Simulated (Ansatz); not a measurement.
**Ni(110) (Fm-3m bulk, 9 atomic planes (those closer than 0.6 Å count as one), 10 Å): images, spectra and barriers**

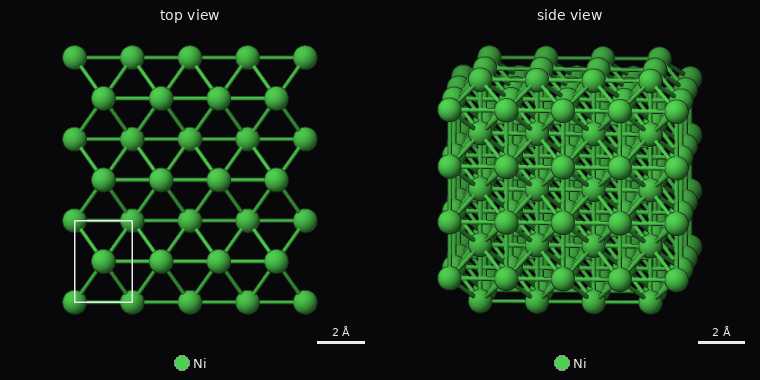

The relaxed structure from above and from the side.

Theory: DFT PBE, scalar-relativistic, plane waves, PAW (Ansatz 0.2.0). Cutoff 420 eV, 20 × 14 k-points, Gaussian smearing 0.1 eV, dipole correction. The slab is a cut without reconstruction beyond its cell, at the source's lattice constants, with its lower half held fixed and the rest relaxed. Collinear spin; the stability of this spin state wasn't checked. The run couldn't confirm all of its levels under its output density. The run warns that the functional's potential is rough in the thin density of the vacuum, where the tip is; weak contrasts and barriers may feel it.

Images follow the Tersoff–Hamann model: the current is the local density of the sample's states between the Fermi level and the bias, at the tip's centre. Bias windows are sharp sums over the levels of the k mesh.

```
CELL_PARAMETERS angstrom
2.50026 0.00000 0.00000
0.00000 3.53590 0.00000
0.00000 0.00000 27.00104
ATOMIC_POSITIONS crystal
Ni 0.50000 0.50000 0.31480
Ni 0.00000 0.00000 0.36110
Ni 0.50000 0.50000 0.40740
Ni 0.00000 0.00000 0.45370
Ni 0.50000 0.50000 0.49934
Ni 0.00000 0.00000 0.54511
Ni 0.50000 0.50000 0.59101
Ni 0.00000 0.00000 0.63830
Ni 0.50000 0.50000 0.67923
```

The last single point, restarted from the relaxation's density, took 6.4 min on 4 threads of Arm Neoverse V2, with other jobs on the host, peak memory 2.9 GiB.

### 1. One image

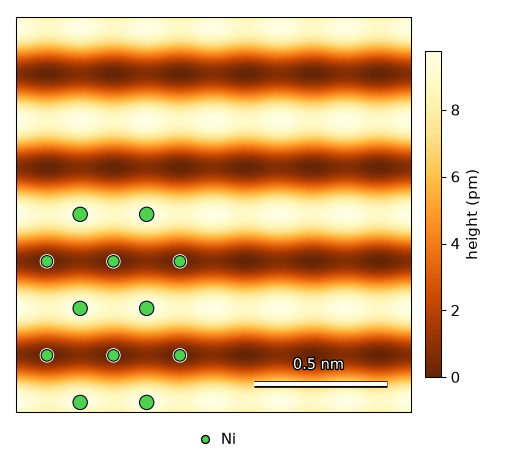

Constant-current image at a set point of 4.4 × 10⁻⁵ e/Å³ of this surface, sample bias +1.00 V. The atoms seen from above are drawn over one corner (deeper ones smaller).

What lies under the maxima and minima of this image?

Answer. The brightest spots lie over the top Ni atoms; the darkest points are over the Ni atoms 1.1 Å below the top plane. The corrugation is 10 pm at a mean tip height of 4.0 Å. So weak a contrast (10 pm) depends on the k-mesh and on the tip.

### 2. Approach curves

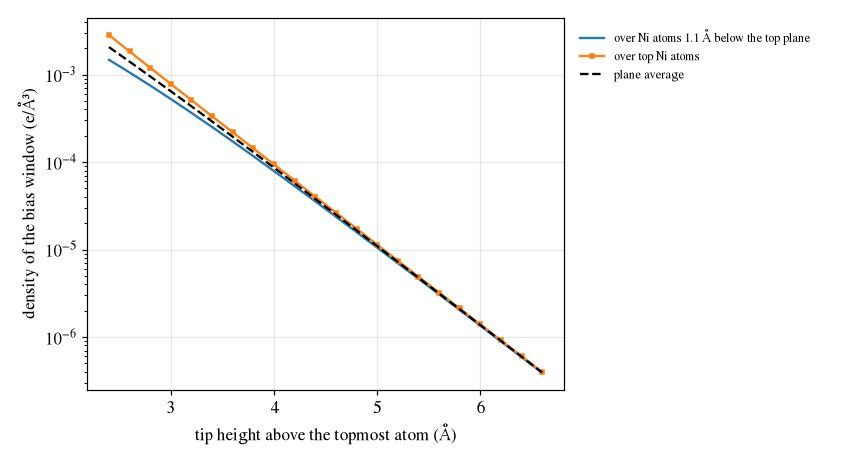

Approach curves over this surface at a sample bias of +1.50 V.

How fast does the current decay, and what apparent barrier height does that imply?

Answer. Near 4 Å the plane average falls as exp(−2.04 z/Å), a factor of 7.7 per ångström, which gives an apparent barrier of 4.0 eV (0.952 eV Å² times the slope squared). The vacuum level lies 4.51 eV above zero bias. The upper edge of the window lies 3.01 eV under it. The apparent barrier is above 3.01 eV. At 4 Å the 0.50 eV of states nearest the upper edge carry 50 % of the density.

### 3. Barrier map

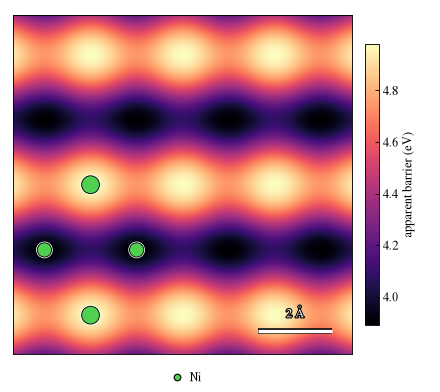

Map of the apparent barrier height, 0.952 eV Å² × (d ln I/dz)², 3.4 Å above this surface at −0.25 V; lighter colours are higher.

Where is the apparent barrier highest and lowest, and over what range?

Answer. It is highest, 5.0 eV, over the top Ni atoms, and lowest, 3.9 eV, over the Ni atoms 1.1 Å below the top plane. The vacuum level lies 4.51 eV above zero bias.

### 4. Bias series

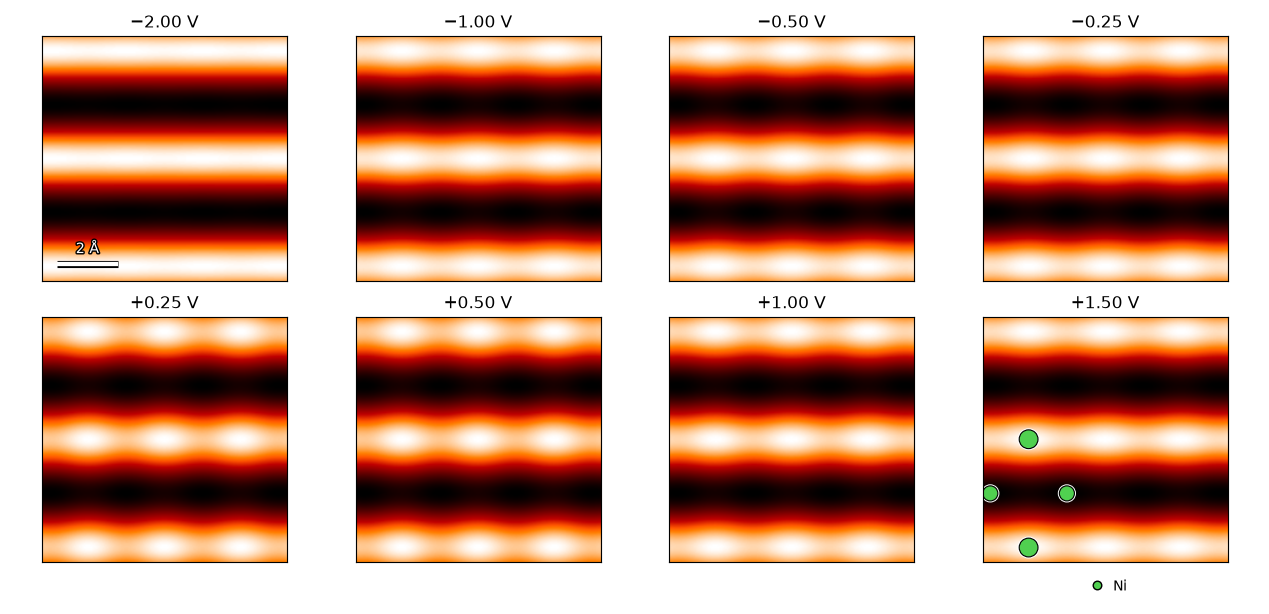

Constant-height images of this surface at 8 sample biases, each on its own colour scale; the last has the atoms seen from above drawn over one corner (deeper ones smaller).

How do the images change with bias?

Answer.
```json
{"bias": "−2.00 V", "height (Å)": "4.5", "bright/dark": "1.1", "brightest over": "points 1.3 Å to the side of the top Ni atoms and top Ni atoms"}
{"bias": "−1.00 V", "height (Å)": "4.5", "bright/dark": "1.2", "brightest over": "top Ni atoms"}
{"bias": "−0.50 V", "height (Å)": "4.5", "bright/dark": "1.2", "brightest over": "top Ni atoms"}
{"bias": "−0.25 V", "height (Å)": "4.5", "bright/dark": "1.2", "brightest over": "top Ni atoms"}
{"bias": "+0.25 V", "height (Å)": "4.5", "bright/dark": "1.2", "brightest over": "top Ni atoms"}
{"bias": "+0.50 V", "height (Å)": "4.5", "bright/dark": "1.2", "brightest over": "top Ni atoms"}
{"bias": "+1.00 V", "height (Å)": "4.5", "bright/dark": "1.2", "brightest over": "top Ni atoms"}
{"bias": "+1.50 V", "height (Å)": "4.5", "bright/dark": "1.1", "brightest over": "top Ni atoms"}
```

The slab has states at the Fermi level, so this model gives a current down to small biases. Its work function (top face) is 4.51 eV.

The weakest contrasts here depend on the k mesh and on the tip.
